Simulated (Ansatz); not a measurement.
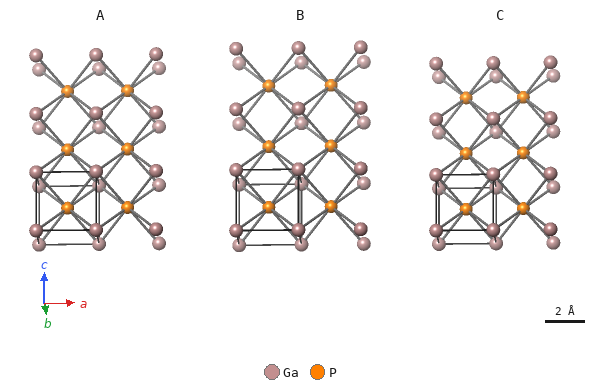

3 geometries from one relaxation of a crystal of GaP (built on the CsCl type), in shuffled order. The picture is a ball-and-stick view of the cell of the calculation, repeated 2 × 1 × 3 with one cell outlined, seen from a free direction.

Method: DFT, PBE, plane waves, PAW in Ansatz 0.2.0. Settings: plane-wave cutoff 420 eV; k-point mesh 8 × 8 × 8; occupations fermi dirac; smearing width 0.02 eV; no spin polarisation; cell and atoms relaxed; force threshold 0.005 eV/Å.

> Put them in the order of the run, from the start to the converged end.

C, A, B. They are steps 0, 1, 7, at +0.665 eV per cell of the calculation, +0.122 eV per cell of the calculation relative to the last. No atom moves by more than 0.005 Å relative to the cell. The volume changes by +29.3 %, with a = b = c 2.943 → 3.207 Å (+8.9 %). Among the contacts that change: Ga–P 2.549 → 2.777 Å. The space group stays Pm-3m (No. 221). After 5 accepted moves (7 points after the start) the energy has fallen by 0.665 eV per cell of the calculation. All forces vanish by symmetry, so only the cell relaxes. The pressure goes from 35.98 to 0.04 GPa. The SCF was repeated twice at an unchanged geometry on a basis and grid sized afresh for the cell, which shifted the energy by 8.7 meV per cell of the calculation at most.
